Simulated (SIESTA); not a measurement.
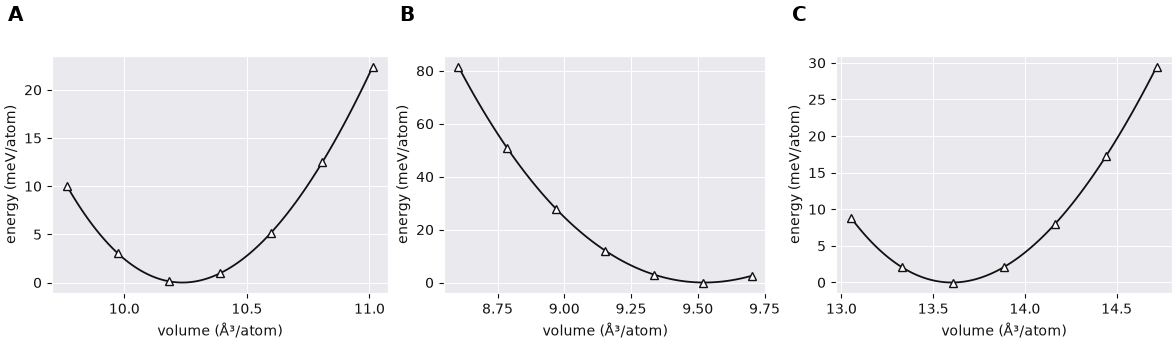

Each panel shows the energy against volume for one of these solids: C, C2/m (No. 12); CaO, Fm-3m (No. 225); MgO₂, R-3m (No. 166).

Computed with SIESTA 5.4.2: DFT in numerical atomic orbitals with pseudopotentials, no spin polarisation; energies at scaled volumes of the given cell, shape and fractions fixed, counted from the fit's minimum, third-order Birch-Murnaghan fit. Level: PBEsol.

Which panel belongs to which solid?

A is MgO₂ (energy from 0.13 meV/atom to 22.40 meV/atom, V0 10.24 Å³/atom, B0 137 GPa); B is C (energy from 0.01 meV/atom to 81.62 meV/atom, V0 9.524 Å³/atom, B0 252 GPa); C is CaO (energy from −0.01 meV/atom to 29.47 meV/atom, V0 13.6 Å³/atom, B0 118 GPa).

For C, limits of the calculation: mulliken charges of long orbitals; shape and atomic fractions are frozen while scaling, which makes layered, chain and framework solids too stiff.

For CaO, limits of the calculation: mulliken charges of long orbitals.

For MgO₂, limits of the calculation: mulliken charges of long orbitals; shape and atomic fractions are frozen while scaling, which makes layered, chain and framework solids too stiff.
